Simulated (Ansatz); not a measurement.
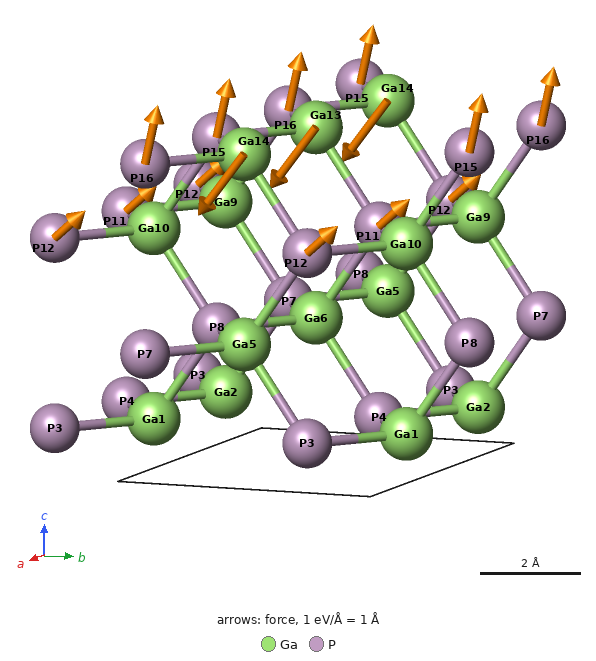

Starting geometry of a slab of composition GaP (cut from the F-43m phase) with the computed forces as orange arrows. Style: ball-and-stick. Shown: the cell of the calculation, outlined in the plane, without the vacuum (origin shifted), slightly off an axis.

Case: clean slab, lower planes held. The slab is the (1 1 0) face of GaP. 8 atoms are held fixed.

Theory: DFT PBE+D3(BJ), scalar-relativistic, plane waves, PAW in Ansatz.

Input file:
```yaml
crystal:
  lattice:
    - [7.701573418, 0.0, 0.0]
    - [0.0, 5.4458347897, 0.0]
    - [0.0, 0.0, 21.7761800635]
  atoms:
    - { symbol: Ga, position: [0.25, 0.5, 0.367373891] }
    - { symbol: Ga, position: [0.75, 0.5, 0.367373891] }
    - { symbol: P, position: [0.5, 0.25, 0.367373891] }
    - { symbol: P, position: [0.0, 0.25, 0.367373891] }
    - { symbol: Ga, position: [0.5, 0.0, 0.455791297] }
    - { symbol: Ga, position: [0.0, 0.0, 0.455791297] }
    - { symbol: P, position: [0.75, 0.75, 0.455791297] }
    - { symbol: P, position: [0.25, 0.75, 0.455791297] }
    - { symbol: Ga, position: [0.75, 0.5, 0.544208703] }
    - { symbol: Ga, position: [0.25, 0.5, 0.544208703] }
    - { symbol: P, position: [0.0, 0.25, 0.544208703] }
    - { symbol: P, position: [0.5, 0.25, 0.544208703] }
    - { symbol: Ga, position: [0.0, 0.0, 0.632626109] }
    - { symbol: Ga, position: [0.5, 0.0, 0.632626109] }
    - { symbol: P, position: [0.25, 0.75, 0.632626109] }
    - { symbol: P, position: [0.75, 0.75, 0.632626109] }
basis:
  ecutwfc: 420
kpoints:
  mp_grid: { grid: [2, 3, 1] }
hamiltonian:
  xc: pbe
  dispersion: d3bj
scf:
  occupations: { method: gaussian, width: 0.05 }
output:
  forces: true
  eigenvalues: true
  write_density: true
  write_potential: true
  elf: true
  volumetric_format: npy
relax:
  adjacent_minimum: "off"
  f_tol: 0.03
  max_steps: 70
  constraints: [{ sites: [0, 1, 2, 3, 4, 5, 6, 7] }]
efield:
  axis: 3
  dipole_correction: true
  ramp_width: 0.04
```

Launched with:
```bash
ansatz run input.yaml --threads 4 --pin off --max-ram 10240MiB --backend cpu --events-out ev --progress --plain --runs-dir out
```

Q: Is this structure relaxed? If not, where do the atoms go?

A: It isn't relaxed: the largest force vector, on Ga atoms, is 1.64 eV/Å. The final displacements follow the starting forces only in part (cosine between the two patterns 0.83). Over 4 accepted moves (5 points after the start) the energy falls by 1.141 eV per cell of the calculation. The largest force component goes from 1.3 to 0.024 eV/Å. The line search rejected the trial step at point 3 of the run. The largest moves, 0.50 Å, are those of Ga13 and Ga14. Ga13 goes at 43° to the normal (−c side). Largest moves by element: Ga 0.50 Å, P 0.27 Å. The cell stays as it was. Near-neighbour distances that change, for instance: P7–Ga9 2.358 → 2.432 Å, P11–Ga13 2.358 → 2.314 Å, Ga13–P15 2.358 → 2.327 Å, Ga10–P15 2.358 → 2.376 Å. Among the angles between lasting bonds that change: Ga10–P15–Ga13 109.5° → 92.0°, P11–Ga13–P15 109.5° → 122.9°, Ga5–P12–Ga14 109.5° → 96.2°.
